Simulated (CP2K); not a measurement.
Consider Ag (slab).

Input

```
&GLOBAL
  PROJECT ag_workfunction
  RUN_TYPE ENERGY_FORCE
  PRINT_LEVEL LOW
&END GLOBAL
&FORCE_EVAL
  METHOD QS
  &DFT
    BASIS_SET_FILE_NAME BASIS_MOLOPT_UZH
    POTENTIAL_FILE_NAME POTENTIAL_UZH
    &MGRID
      CUTOFF 450
      REL_CUTOFF 60
      NGRIDS 4
    &END MGRID
    &QS
      METHOD GPW
      EPS_DEFAULT 1.0E-10
    &END QS
    &KPOINTS
      SCHEME MONKHORST-PACK 10 10 1
      GAMMA_CENTERED T
      SYMMETRY T
      SYMMETRY_BACKEND SPGLIB
    &END KPOINTS
    &SCF
      SCF_GUESS ATOMIC
      EPS_SCF 1.0E-6
      MAX_SCF 100
      ADDED_MOS 41
      CHOLESKY OFF
      EPS_EIGVAL 1.0E-7
      &DIAGONALIZATION ON
        ALGORITHM STANDARD
      &END DIAGONALIZATION
      &MIXING ON
        METHOD BROYDEN_MIXING
        ALPHA 0.2
        BETA 1.5
        NBUFFER 8
      &END MIXING
      &SMEAR ON
        METHOD FERMI_DIRAC
        ELECTRONIC_TEMPERATURE [K] 580.226
      &END SMEAR
    &END SCF
    &XC
      &XC_FUNCTIONAL PBE
      &END XC_FUNCTIONAL
    &END XC
    &PRINT
      &KPOINTS ON
      &END KPOINTS
      &MULLIKEN ON
      &END MULLIKEN
      &MO ON
        ENERGIES T
        OCCUPATION_NUMBERS T
        &EACH
          QS_SCF 0
        &END EACH
        ADD_LAST NUMERIC
      &END MO
      &LOWDIN ON
      &END LOWDIN
      &HIRSHFELD ON
        SHAPE_FUNCTION DENSITY
      &END HIRSHFELD
      &E_DENSITY_CUBE ON
        STRIDE 1
      &END E_DENSITY_CUBE
      &V_HARTREE_CUBE ON
        STRIDE 1
      &END V_HARTREE_CUBE
      &ELF_CUBE ON
        STRIDE 1
      &END ELF_CUBE
    &END PRINT
  &END DFT
  &SUBSYS
    &CELL
      A 2.9460943265 0.0000000000 0.0000000000
      B -1.4730471633 2.5513925288 0.0000000000
      C 0.0000000000 0.0000000000 29.4093000000
      PERIODIC XYZ
    &END CELL
    &COORD
      Ag  0.0000000000 0.0000000000 7.5000000000
      Ag  1.4730471633 0.8504641763 9.9002795801
      Ag  0.0000000000 1.7009283526 12.3005591601
      Ag  1.4730471633 0.8504641763 14.7046500000
      Ag  0.0000000000 1.7009283526 17.1049295800
      Ag  0.0000000001 0.0000000000 19.5052091601
      Ag  0.0000000000 1.7009283526 21.9093000000
    &END COORD
    &KIND Ag
      BASIS_SET TZVP-MOLOPT-PBE-GTH-q11
      POTENTIAL GTH-PBE-q11
    &END KIND
    &PRINT
      &ATOMIC_COORDINATES ON
      &END ATOMIC_COORDINATES
      &CELL ON
      &END CELL
    &END PRINT
  &END SUBSYS
  &PRINT
    &FORCES ON
    &END FORCES
  &END PRINT
&END FORCE_EVAL
```

Launched as:

```sh
OMP_NUM_THREADS=1 mpirun -n 2 cp2k.psmp -i ag_workfunction.inp -o ag_workfunction.out
```

Level of theory: CP2K, Kohn-Sham DFT of a periodic cell, PBE, GTH-PBE with UZH-TZVP basis.

Question: What will maps of the valence pseudo-density and electron localisation function show?

Answer: Ag–Ag (2.95 Å): ρ at the midpoint is about 0.2 e/Å³; the ELF is about 0.15 at the midpoint; no shared electron pair shows on this line.

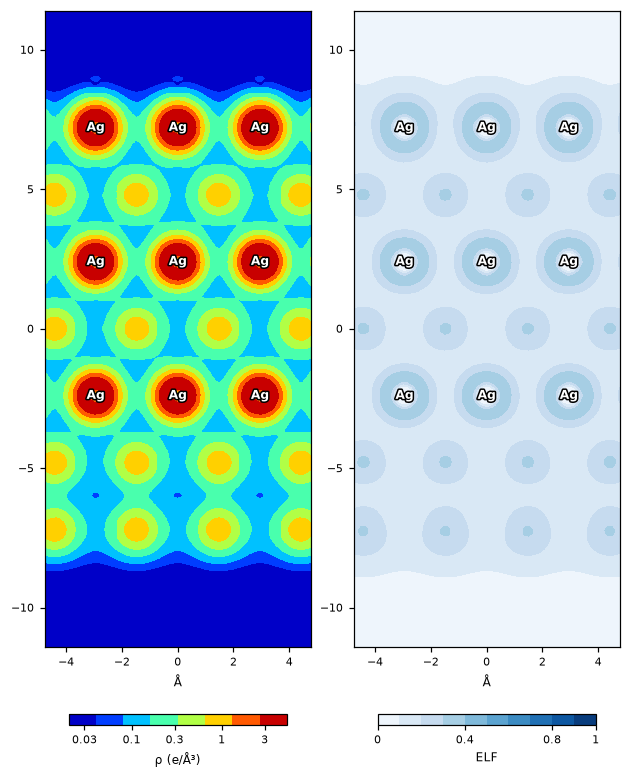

Computed valence pseudo-density and electron localisation function on the (100) plane of the calculation cell, a cut from vacuum to vacuum, in this order. Atoms just off the plane (Ag, 0.9 Å away) can leave unmarked features too.

In a pseudopotential calculation such maps are meaningful between the atoms, not at the nuclei.
